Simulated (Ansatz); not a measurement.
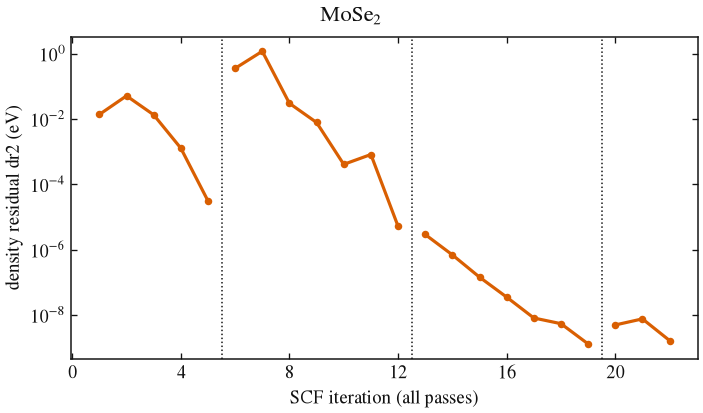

The plot shows the SCF iterations of a calculation: density residual dr2. The run starts with a semilocal functional; after that each stretch between dotted lines is one SCF of the hybrid functional between two exact rebuilds of the exchange operator by the outer loop. The starting density is a sum of atomic densities corrected by a trained network. The program stopped passes 1 and 2 early, since the exchange operator was about to change.

System: MoSe2 (P6_3/mmc, 6 atoms in the cell).
Method: DFT, HSE06, plane waves, PAW (Ansatz); cutoff 420 eV, 6×6×2 k-mesh, fixed occupations.

Was self-consistency reached?

It converged, after 22 iterations in all. There are 4 passes, of 5, 7, 7 and 3 iterations. In pass 2, the residual falls unevenly and jumps up by a factor of two or more twice on the way down. Each pass of the outer loop starts from a smaller residual than the one before, as the exchange operator settles.
